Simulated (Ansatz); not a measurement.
# TiC$_{63}$: single-point calculation (part 2 of 3)

Continued. System: TiC$_{63}$ (defect cell, 64 atoms in the cell). Method: DFT PBE, scalar-relativistic, plane waves, PAW, spin-polarised (Ansatz 0.2.0); cutoff 420 eV, 3×3×3 k-mesh, Gaussian smearing of 0.05 eV, collinear spins. The structure derives from an entry of the Crystallography Open Database.

**Output, continued**
```
  k-point 1 ↑: bands = ["-49.0767", "-25.6635", "-25.5458", "-25.2305", "-12.2577", "-11.7704", "-11.6738", "-11.2393", "-11.2102", "-11.1985", "-10.8196", "-10.5077", "-10.2731", "-10.2421", "-9.8108", "-9.7423", "-9.6552", "-9.3270", "-9.2960", "-9.0320", "-8.8589", "-8.4971", "-8.3397", "-7.9321", "-7.9054", "-7.7540", "-7.4891", "-7.4849", "-7.3737", "-7.3195", "-6.9195", "-6.6378", "-6.6066", "-6.4172", "-6.1977", "-5.5195", "-5.3756", "-5.3699", "-4.7853", "-4.7688",
      "-4.7251", "-4.6107", "-4.5105", "-4.3612", "-4.1898", "-4.1845", "-4.1301", "-3.6532", "-3.6426", "-2.6211", "-2.4905", "-2.4647", "-2.4003", "-2.2573", "-2.2515", "-2.0662", "-2.0074", "-1.7003", "-1.5565", "-1.2847", "-1.2704", "-1.1595", "-0.9744", "-0.8424", "-0.8395", "-0.6898", "-0.3436", "-0.3078", "-0.2577", "-0.2512", "-0.2475", "0.1630", "0.2977", "0.3303", "0.3325", "0.7184", "0.7394", "0.8040", "0.8068", "0.8160",
      "0.8502", "0.9585", "0.9799", "1.0875", "1.2410", "1.2773", "1.3014", "1.3059", "1.3305", "1.4422", "1.4613", "1.5023", "1.5824", "1.6614", "1.7710", "1.8952", "1.9300", "2.2065", "2.2078", "2.2600", "2.3557", "2.4543", "2.5483", "2.5946", "2.8856", "2.9172", "3.0285", "3.0996", "3.2151", "3.4666", "3.5898", "3.8169", "3.8942", "3.9114", "3.9855", "4.0690", "4.1626", "4.2518", "4.3678", "4.3966",
      "4.6648", "4.8017", "5.1628", "5.2247", "5.4415", "5.4634", "5.5580", "5.7409", "6.2368", "6.4628", "6.6519", "7.0756", "8.3157", "8.3247", "8.6711", "8.7888", "9.0607", "9.2633", "9.4261", "9.4870", "9.6828", "9.6900", "9.7539", "9.8273", "9.8854", "10.3847", "10.3916", "10.8030", "11.2558", "11.4611", "11.5721", "11.7928", "11.8702", "12.0961", "12.3003", "12.4456", "12.9204", "12.9580", "13.0769", "13.2351",
      "13.4971", "13.9180", "14.4496", "14.7659", "14.8398", "14.9729", "15.0347", "15.0457", "15.2443", "15.3371", "15.3828", "15.4078", "15.4098", "15.4424", "15.5791", "15.6456", "15.7067", "15.7627", "15.7901", "15.9123", "15.9646", "15.9800", "16.0197", "16.0253", "16.1070", "16.1358", "16.1709", "16.3164", "16.3799", "16.4138", "16.6039", "16.6141", "16.6558", "16.7860", "16.8130", "17.0109", "17.2021"]
  k-point 2 ↑: bands = ["-49.0767", "-25.6635", "-25.5458", "-25.2305", "-12.2591", "-11.7577", "-11.6882", "-11.2352", "-11.2113", "-11.1917", "-10.8160", "-10.5298", "-10.2728", "-10.2377", "-9.8163", "-9.7390", "-9.6500", "-9.3234", "-9.2937", "-9.0342", "-8.8581", "-8.4892", "-8.3366", "-7.9257", "-7.9187", "-7.7320", "-7.4864", "-7.4807", "-7.4180", "-7.3221", "-6.9015", "-6.6401", "-6.6046", "-6.4393", "-6.1891", "-5.5212", "-5.3754", "-5.3718", "-4.8227", "-4.7608",
      "-4.7289", "-4.5752", "-4.4922", "-4.3593", "-4.1896", "-4.1850", "-4.1440", "-3.6518", "-3.6128", "-2.6215", "-2.4879", "-2.4732", "-2.3986", "-2.2557", "-2.2541", "-2.0611", "-2.0364", "-1.6980", "-1.5811", "-1.2885", "-1.2678", "-1.1651", "-0.9821", "-0.8410", "-0.8371", "-0.6711", "-0.3480", "-0.2948", "-0.2569", "-0.2447", "-0.2288", "0.1981", "0.2822", "0.3312", "0.3380", "0.6580", "0.7395", "0.7961", "0.8009", "0.8266",
      "0.8406", "0.9765", "1.0006", "1.1092", "1.2081", "1.2395", "1.2970", "1.3046", "1.3115", "1.4363", "1.4659", "1.5098", "1.5430", "1.7121", "1.7640", "1.8997", "1.9388", "2.2071", "2.2119", "2.3005", "2.4131", "2.4437", "2.5222", "2.6326", "2.8457", "2.8854", "3.0321", "3.0956", "3.2446", "3.5188", "3.5961", "3.7581", "3.8765", "3.9032", "3.9532", "4.0392", "4.1474", "4.2689", "4.3824", "4.4226",
      "4.7084", "4.7528", "5.2631", "5.3303", "5.3740", "5.4564", "5.5277", "5.8205", "6.1604", "6.3114", "6.5888", "7.1731", "8.2827", "8.3999", "8.7402", "8.8489", "9.0293", "9.1280", "9.2281", "9.5519", "9.6469", "9.7531", "9.7726", "9.9247", "10.0280", "10.3415", "10.5195", "10.5775", "11.3529", "11.4838", "11.5480", "11.7480", "11.9222", "12.0632", "12.2106", "12.3872", "12.8751", "12.9884", "13.1126", "13.2485",
      "13.5825", "13.8457", "14.6391", "14.7272", "14.8584", "14.9275", "15.0161", "15.0917", "15.2445", "15.3091", "15.3394", "15.4201", "15.4357", "15.4820", "15.5678", "15.6238", "15.6754", "15.7708", "15.8137", "15.9073", "15.9446", "15.9854", "16.0127", "16.0253", "16.0730", "16.1577", "16.2141", "16.2861", "16.3399", "16.4195", "16.5391", "16.5635", "16.6719", "16.7561", "16.8792", "16.9312", "17.0962"]
  k-point 13 ↓: bands = ["-49.0767", "-25.6635", "-25.5458", "-25.2305", "-12.2253", "-11.7788", "-11.7169", "-11.2767", "-11.2260", "-11.1608", "-10.7859", "-10.5179", "-10.2768", "-10.2469", "-9.8047", "-9.7770", "-9.6062", "-9.3055", "-9.2659", "-9.0374", "-8.8930", "-8.5037", "-8.3379", "-7.9058", "-7.9023", "-7.7376", "-7.4990", "-7.4881", "-7.4220", "-7.3281", "-6.9013", "-6.6234", "-6.5889", "-6.4564", "-6.2083", "-5.5293", "-5.3773", "-5.3677", "-4.8157", "-4.7606",
      "-4.7298", "-4.5820", "-4.4865", "-4.3605", "-4.2062", "-4.1885", "-4.1250", "-3.6468", "-3.6109", "-2.6180", "-2.4887", "-2.4729", "-2.3990", "-2.2565", "-2.2543", "-2.0598", "-2.0347", "-1.6988", "-1.5785", "-1.2756", "-1.2663", "-1.1726", "-0.8419", "-0.8384", "-0.6812", "-0.5294", "-0.3485", "-0.2994", "-0.2710", "-0.2506", "-0.2380", "0.1739", "0.2047", "0.2712", "0.3301", "0.3329", "0.3704", "0.4334", "0.7570", "0.8067",
      "0.8198", "0.8241", "0.9785", "1.1091", "1.2270", "1.2989", "1.3081", "1.3487", "1.3926", "1.4698", "1.5167", "1.5734", "1.7043", "1.8435", "1.8859", "1.9159", "1.9864", "2.1871", "2.2076", "2.2185", "2.3136", "2.4257", "2.9159", "2.9492", "3.0236", "3.0857", "3.1140", "3.1958", "3.3844", "3.4609", "3.5664", "3.5956", "3.6325", "3.8384", "3.9029", "3.9339", "4.2454", "4.3871", "4.5068", "4.5392",
      "4.5580", "4.8332", "4.9312", "5.1675", "5.2039", "5.5226", "5.7210", "5.8395", "5.9585", "6.1959", "6.4672", "7.1449", "8.2102", "8.4505", "8.7022", "8.9084", "9.0207", "9.1529", "9.3127", "9.5655", "9.6066", "9.7307", "9.8562", "9.8984", "10.0576", "10.3389", "10.5869", "10.6545", "11.3724", "11.4631", "11.6794", "11.7111", "11.9025", "12.2710", "12.3115", "12.6002", "12.8751", "13.1521", "13.2303", "13.2986",
      "13.5287", "13.6424", "13.9283", "14.1599", "14.4856", "14.5556", "14.8044", "14.9412", "15.0358", "15.2244", "15.2788", "15.3685", "15.4049", "15.4499", "15.4734", "15.5483", "15.6539", "15.7496", "15.7906", "15.8926", "15.9372", "15.9664", "16.0122", "16.0287", "16.1564", "16.1962", "16.2365", "16.4005", "16.4324", "16.5268", "16.6363", "16.7224", "16.7717", "16.9650", "17.0684", "17.1276", "17.2555"]
--- Löwdin populations: 64 sites ---
  site symbol       q [e]    m [muB]
     0     Ti     10.9882    -0.0000
     1      C      3.9689    -0.0000
     2      C      3.9706    -0.0000
     3      C      3.9675    -0.0000
     4      C      3.9698    -0.0000
     5      C      3.9844    -0.0000
     6      C      3.9561    -0.0000
     7      C      4.0369    -0.0000
     8      C      3.9689    -0.0000
     9      C      3.9550    -0.0000
    10      C      3.9861    -0.0000
    11      C      3.9669    -0.0000
    12      C      3.9622    -0.0000
    13      C      3.9699    -0.0000
    14      C      3.9672    -0.0000
    15      C      3.9612    -0.0000
    16      C      3.9672    -0.0000
    17      C      3.9532    -0.0000
    18      C      3.9903    -0.0000
    19      C      3.9709    -0.0000
    20      C      3.9668    -0.0000
    21      C      3.9623    -0.0000
    22      C      3.9648    -0.0000
    23      C      3.9636    -0.0000
    24      C      3.9739    -0.0000
    25      C      3.9908    -0.0000
    26      C      3.9654    -0.0000
    27      C      3.9731    -0.0000
    28      C      3.9528    -0.0000
    29      C      3.9610    -0.0000
    30      C      3.9651    -0.0000
    31      C      3.9732    -0.0000
    32      C      3.9614     0.0000
    33      C      4.1707     0.0000
    34      C      4.1911     0.0000
    35      C      4.1714     0.0000
    36      C      3.9865     0.0000
    37      C      3.9646     0.0000
    38      C      3.9611     0.0000
    39      C      3.9747     0.0000
    40      C      3.9886     0.0000
    41      C      3.9729     0.0000
    42      C      3.9675     0.0000
    43      C      3.9633     0.0000
    44      C      3.9597     0.0000
    45      C      3.9845     0.0000
    46      C      3.9647     0.0000
    47      C      4.0384     0.0000
    48      C      3.9810     0.0000
    49      C      3.9594     0.0000
    50      C      3.9632     0.0000
    51      C      3.9822     0.0000
    52      C      3.9617     0.0000
    53      C      3.9675     0.0000
    54      C      3.9647     0.0000
    55      C      3.9636     0.0000
    56      C      3.9646     0.0000
    57      C      3.9888     0.0000
    58      C      3.9822     0.0000
    59      C      3.9617     0.0000
    60      C      4.0206     0.0000
    61      C      3.9612     0.0000
    62      C      3.9677     0.0000
    63      C      3.9636     0.0000
  spilling = 0.008149 (of n_electrons = 264.000000)
--- Bader charges: 64 sites ---
  site symbol  charge [e]  shift [e]    m [muB]
     0     Ti      1.6151     0.0037     0.0000
     1      C     -0.0059     0.0003     0.0000
     2      C     -0.0099     0.0025     0.0000
     3      C     -0.0036     0.0003     0.0000
     4      C     -0.0159     0.0020     0.0000
     5      C     -0.0345     0.0012     0.0000
     6      C      0.0091     0.0001     0.0000
     7      C     -0.1318     0.0022     0.0000
     8      C     -0.0043     0.0001     0.0000
     9      C      0.0094     0.0000     0.0000
    10      C     -0.0385     0.0013     0.0000
    11      C     -0.0092     0.0011     0.0000
    12      C      0.0081     0.0006     0.0000
    13      C     -0.0163     0.0020     0.0000
    14      C     -0.0059     0.0006     0.0000
    15      C      0.0066     0.0002     0.0000
    16      C     -0.0060     0.0006     0.0000
    17      C      0.0092     0.0003     0.0000
    18      C     -0.0685     0.0044     0.0000
    19      C     -0.0102     0.0024     0.0000
    20      C     -0.0091     0.0011     0.0000
    21      C      0.0082     0.0006     0.0000
    22      C     -0.0055     0.0011     0.0000
    23      C      0.0060     0.0005     0.0000
    24      C     -0.0049     0.0002     0.0000
    25      C     -0.0692     0.0044     0.0000
    26      C      0.0050     0.0005     0.0000
    27      C     -0.0056     0.0001     0.0000
    28      C      0.0093     0.0003     0.0000
    29      C      0.0067     0.0002     0.0000
    30      C      0.0050     0.0004     0.0000
    31      C     -0.0056     0.0001     0.0000
    32      C      0.0122     0.0011     0.0000
    33      C     -0.3291     0.0057     0.0000
    34      C     -0.2910     0.0085     0.0000
    35      C     -0.3283     0.0058     0.0000
    36      C     -0.0370     0.0011     0.0000
    37      C     -0.0085     0.0010     0.0000
    38      C      0.0122     0.0010     0.0000
    39      C     -0.0070     0.0001     0.0000
    40      C     -0.0174     0.0007     0.0000
    41      C     -0.0047     0.0002     0.0000
    42      C     -0.0112     0.0010     0.0000
    43      C      0.0111     0.0009     0.0000
    44      C      0.0127     0.0009     0.0000
    45      C     -0.0330     0.0010     0.0000
    46      C     -0.0085     0.0010     0.0000
    47      C     -0.1357     0.0018     0.0000
    48      C     -0.0100     0.0005     0.0000
    49      C      0.0071     0.0002     0.0000
    50      C      0.0115     0.0009     0.0000
    51      C     -0.0075     0.0010     0.0000
    52      C      0.0062     0.0002     0.0000
    53      C     -0.0112     0.0010     0.0000
    54      C     -0.0049     0.0007     0.0000
    55      C      0.0082     0.0007     0.0000
    56      C     -0.0046     0.0007     0.0000
    57      C     -0.0178     0.0006     0.0000
    58      C     -0.0074     0.0010     0.0000
    59      C      0.0063     0.0002     0.0000
    60      C     -0.0583     0.0003     0.0000
    61      C      0.0049     0.0000     0.0000
    62      C     -0.0044     0.0001     0.0000
    63      C      0.0082     0.0007     0.0000
  estimated error of the sums over rays = 6.9e-4 e
```

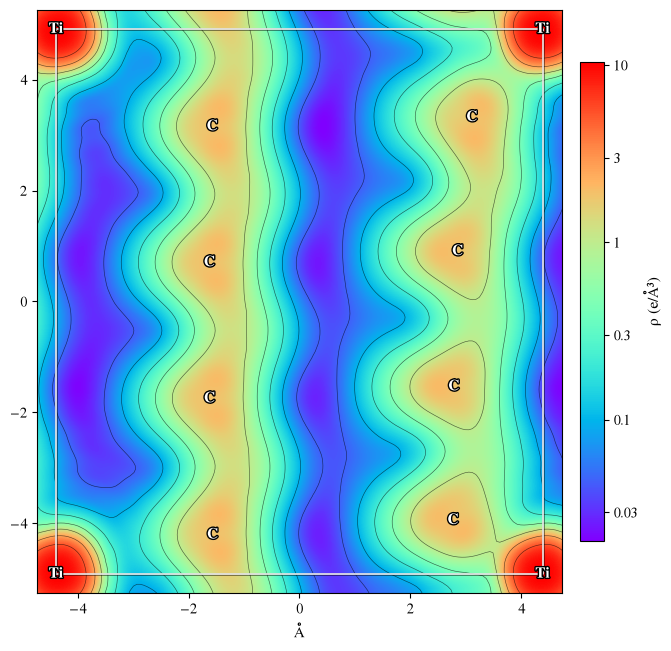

Figure 1. Valence electron density on the (011) plane of the calculation cell. Ti–C (1.89 Å): ρ is about 1.1 e/Å³ halfway. Ti–C (2.04 Å): ρ at the midpoint is about 0.8 e/Å³. Away from the nuclei the density in this plane falls to 0.02 e/Å³ at its lowest. In a PAW calculation such maps are meaningful between the atoms, not at the nuclei.

This output came from the following input.

**The input**
```yaml
crystal:
  lattice:
    - [-4.912115, -2.836011, 6.694023]
    - [4.912115, -2.836011, 6.694023]
    - [0.0, 5.672022, 6.694023]
  atoms:
    - { symbol: Ti, position: [1.0080776509, 0.2542642633, 0.1687051378], spin: 0.2 }
    - { symbol: C, position: [0.4096143972, 0.1620914618, 0.1831922289] }
    - { symbol: C, position: [0.6660331983, 0.4204381434, 0.1489641347] }
    - { symbol: C, position: [0.9083904817, 0.6633190926, 0.1832189035] }
    - { symbol: C, position: [0.6807031156, 0.175412442, 0.4077502311] }
    - { symbol: C, position: [0.910084889, 0.415117599, 0.4360654774] }
    - { symbol: C, position: [0.9082750419, 0.1620267488, 0.6829133303] }
    - { symbol: C, position: [0.1636703122, 0.4173824055, 0.1867633343] }
    - { symbol: C, position: [0.4192306399, 0.6661175188, 0.1485291072] }
    - { symbol: C, position: [0.6572203246, 0.910947876, 0.181557078] }
    - { symbol: C, position: [0.1614605262, 0.1638585058, 0.4361723657] }
    - { symbol: C, position: [0.4231914196, 0.4200864279, 0.4022587482] }
    - { symbol: C, position: [0.6568042841, 0.6609342473, 0.4314674236] }
    - { symbol: C, position: [0.9284902103, 0.9275831975, 0.4076968069] }
    - { symbol: C, position: [0.4224328638, 0.1681760061, 0.6484025016] }
    - { symbol: C, position: [0.6565848697, 0.4105151079, 0.6809665776] }
    - { symbol: C, position: [0.9213639055, 0.6694015799, 0.6484092426] }
    - { symbol: C, position: [0.6569563872, 0.1606534422, 0.9310629974] }
    - { symbol: C, position: [0.916977082, 0.4190108041, 0.8961848929] }
    - { symbol: C, position: [0.1732996267, 0.9126917146, 0.1487233274] }
    - { symbol: C, position: [0.1732093669, 0.6701029377, 0.4022597517] }
    - { symbol: C, position: [0.4071401093, 0.9104585207, 0.4314154594] }
    - { symbol: C, position: [0.1728243595, 0.4196995044, 0.6522114894] }
    - { symbol: C, position: [0.4056121477, 0.65939004, 0.679800459] }
    - { symbol: C, position: [0.6724338889, 0.9193319364, 0.6499969274] }
    - { symbol: C, position: [0.1717385958, 0.1636211336, 0.8960622136] }
    - { symbol: C, position: [0.4073009945, 0.4107801427, 0.9307011425] }
    - { symbol: C, position: [0.6679449614, 0.6664553121, 0.8960658035] }
    - { symbol: C, position: [0.9068842088, 0.910739783, 0.931097833] }
    - { symbol: C, position: [0.1566808589, 0.9102853935, 0.6809290902] }
    - { symbol: C, position: [0.1569646104, 0.6610031953, 0.9307090585] }
    - { symbol: C, position: [0.4194142366, 0.9147389385, 0.8959658162] }
    - { symbol: C, position: [0.5742134358, 0.0775359843, 0.0980116555] }
    - { symbol: C, position: [0.8294384539, 0.3453290701, 0.0621570507], spin: 0.2 }
    - { symbol: C, position: [0.8552504345, 0.1022143704, 0.3399110194], spin: 0.2 }
    - { symbol: C, position: [0.0978063767, 0.0758764536, 0.0618454775], spin: 0.2 }
    - { symbol: C, position: [0.3271177045, 0.3296226455, 0.0998854896] }
    - { symbol: C, position: [0.5827719735, 0.5837275096, 0.0629103517] }
    - { symbol: C, position: [0.8238347841, 0.8279729423, 0.0980791696] }
    - { symbol: C, position: [0.3263812795, 0.0789383481, 0.3502787944] }
    - { symbol: C, position: [0.5905748206, 0.3394539516, 0.321178603] }
    - { symbol: C, position: [0.8252416402, 0.5801046073, 0.3502738607] }
    - { symbol: C, position: [0.5905843673, 0.0867495697, 0.5672928775] }
    - { symbol: C, position: [0.8250338548, 0.3290565974, 0.6001702363] }
    - { symbol: C, position: [0.8236752032, 0.0774477037, 0.8479067739] }
    - { symbol: C, position: [0.075833194, 0.5807879105, 0.0998844806] }
    - { symbol: C, position: [0.3366697659, 0.8294915444, 0.0627397973] }
    - { symbol: C, position: [0.0806032892, 0.3343170512, 0.3559700546] }
    - { symbol: C, position: [0.3382739212, 0.5851683672, 0.3171910525] }
    - { symbol: C, position: [0.5734955241, 0.827228134, 0.3475136409] }
    - { symbol: C, position: [0.0753109987, 0.0787723768, 0.6002494343] }
    - { symbol: C, position: [0.3395854216, 0.3367419499, 0.5688912102] }
    - { symbol: C, position: [0.5727766041, 0.5766107369, 0.5971338656] }
    - { symbol: C, position: [0.8398482826, 0.8374699195, 0.5672364325] }
    - { symbol: C, position: [0.3384730894, 0.081652384, 0.8115765813] }
    - { symbol: C, position: [0.573134247, 0.32656098, 0.8470836427] }
    - { symbol: C, position: [0.8349225064, 0.5855880194, 0.8116835088] }
    - { symbol: C, position: [0.09250882, 0.8374449151, 0.3211074533] }
    - { symbol: C, position: [0.0899400837, 0.5865476112, 0.5689411424] }
    - { symbol: C, position: [0.3227727112, 0.8264630864, 0.5970582363] }
    - { symbol: C, position: [0.0874092041, 0.3343345815, 0.8165113731] }
    - { symbol: C, position: [0.3229761437, 0.5767388588, 0.846969708] }
    - { symbol: C, position: [0.586744848, 0.8336356256, 0.8137263072] }
    - { symbol: C, position: [0.0727453631, 0.8268460339, 0.847060972] }
magnetization:
  spin_polarized: true
basis:
  ecutwfc: 420
  fft_grid_basis: typed
kpoints:
  mp_grid: { grid: [3, 3, 3] }
hamiltonian:
  xc: pbe
  pseudopotentials: { kind: paw }
scf:
  occupations: { method: gaussian, width: 0.05 }
output:
  forces: true
  stress: false
  eigenvalues: true
  bader: true
  write_density: true
  volumetric_format: npy
  populations: true
```

Launched with:
```bash
ansatz run input.yaml --threads 4 --pin off --max-ram 10240MiB --backend cpu --events-out ev --progress --plain --runs-dir out
```

**Summary**

| quantity | value |
| --- | --- |
| outcome | converged |
| electrons treated | 264 |
| free energy | −18303.3299 eV |
| Fermi energy | 7.463 eV |
| gap on the k-point mesh | 0.47 eV |
| net moment of the cell | 0.00 μB |
| integrated absolute moment | 0.00 μB |
| largest force (length of the vector) | 0.030 eV/Å |
| hardware | 4 threads of Arm Neoverse N1, 98 GiB of memory available, shared host |
| wall time | 16 min (CPU time 62 min) |
| peak memory | 3.7 GiB |
